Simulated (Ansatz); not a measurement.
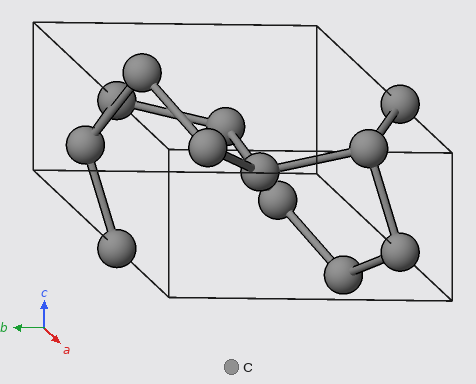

Ball-and-stick drawing of the structure, looking from a general direction. Thin lines show the conventional unit cell, with boundary atoms drawn in all their periodic places.

C, space group P6_522 (No. 179), a = 4.05 Å, b = 4.05 Å, c = 2.46 Å, α = 90.00°, β = 90.00°, γ = 120.00°.

Calculation details: DFT PBE, scalar-relativistic, plane waves, PAW in Ansatz; an energy cutoff of 420 eV, a 12×12×12 sampling of the Brillouin zone, Gaussian smearing of 0.02 eV, no spin polarisation.

**Is it conducting or gapped at this level?**

A semiconductor at this level, with a gap of 2.07 eV on the k-mesh (the true edges may lie between mesh points, so the gap can be somewhat smaller).

The initial geometry was a structure type filled with this element by a generator (whether the element takes this form wasn't checked). The picture shows the end point of a geometry optimisation with Ansatz, DFT PBE, scalar-relativistic, plane waves, PAW.
